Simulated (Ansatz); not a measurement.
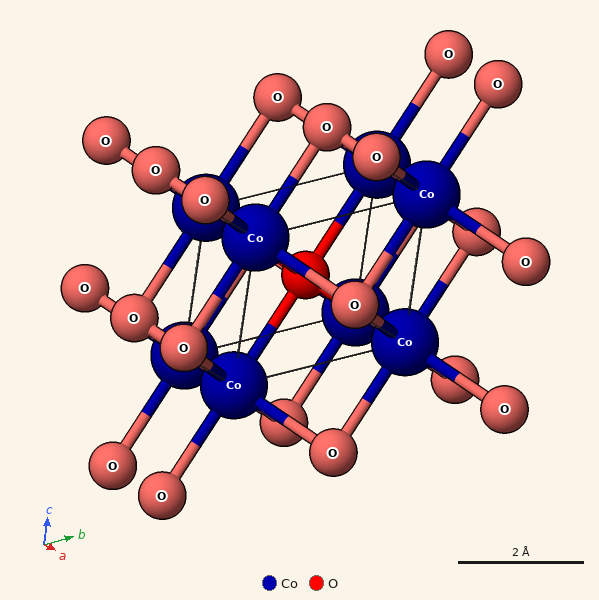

The crystal in a ball-and-stick representation, seen slightly off an axis. Thin lines show the simulation cell, with boundary atoms drawn in all their periodic places. Atoms of adjacent cells appear where they bond to atoms in the box, in fainter colours.

```xyz
2
Lattice="1.5453 0.8922 2.2985 -1.5453 0.8922 2.2985 0.0000 -1.7844 2.2985" Properties=species:S:1:pos:R:3 pbc="T T T"
Co    0.0000    0.0000    0.0000
O     0.0000    0.0000    3.4477
```

Computational set-up: DFT PBE, scalar-relativistic, plane waves, PAW in Ansatz, E_cut = 420 eV, an 18×18×18 k-point mesh, Gaussian smearing of 0.1 eV, collinear spins. The state is ferromagnetic.

**Give the Bader charge of each element.**

Co +1.22 e; O -1.22 e.

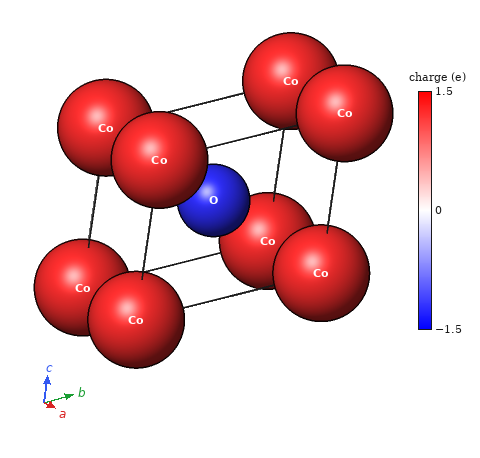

The atoms coloured by those charges.

The starting point was a structure listed in the Materials Project. Earlier steps of the study may have refined or changed the cell and positions. An electronic-structure calculation with Ansatz was run on it.
